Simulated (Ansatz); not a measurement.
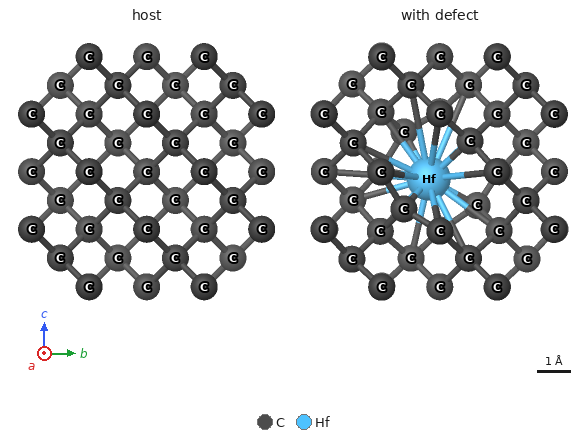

Left: perfect C. Right: the same region with one point defect, after relaxing the atoms in a supercell of 64 sites. The picture is a ball-and-stick view of the atoms within 4.6 Å of one point, in a slice 5.0 Å thick across the line of sight, seen along the a axis.

Method: DFT, PBEsol, PAW, plane waves (Ansatz). Settings: plane-wave cutoff 420 eV; k-point mesh 1 × 1 × 1; mesh shifted by (0.25, 0.25, 0.25); collinear spin. Fermi-Dirac smearing of 0.01 eV. A uniform background neutralises the charged cell. The axes drawn are those of the host's conventional cell.

> What kind of defect was made?

A carbon atom is replaced by hafnium.

The charge state of the cell is +1.

> How does the lattice respond?

In the host the C atom has 4 C at 1.54 Å; the Hf atom ends with 6 C at 1.88 to 2.23 Å. Of the host's atoms, a carbon atom moves furthest from its site, by 0.48 Å. The Hf atom itself moves 0.45 Å from where it was put. The cell's net moment is 1.00 μB.

Limits of the set-up: the periodic images lie only 7.1 Å apart, so the values are limited by the cell's size; the cell is charged, on a uniform background, and energies carry no finite-size correction.
